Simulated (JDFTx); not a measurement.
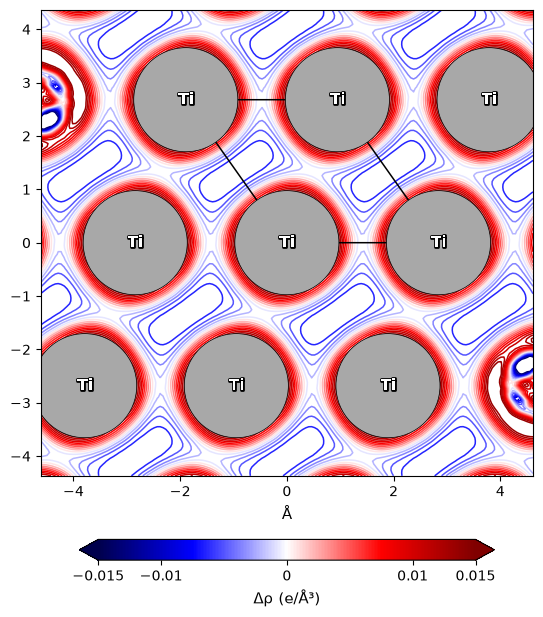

Ti. Difference of the valence pseudo-densities of two functionals at the same geometry, on the (101̄) plane of the calculation cell: BLYP less RPBE.

Both computed with JDFTx (plane waves, pseudopotentials), on the same k-point mesh. Grey discs cover the atomic cores.

### Where does the change of functional move the electrons?

Against RPBE, BLYP gives more density around Ti (+0.004 e/Å³ on average at 1.1 Å from the nucleus).
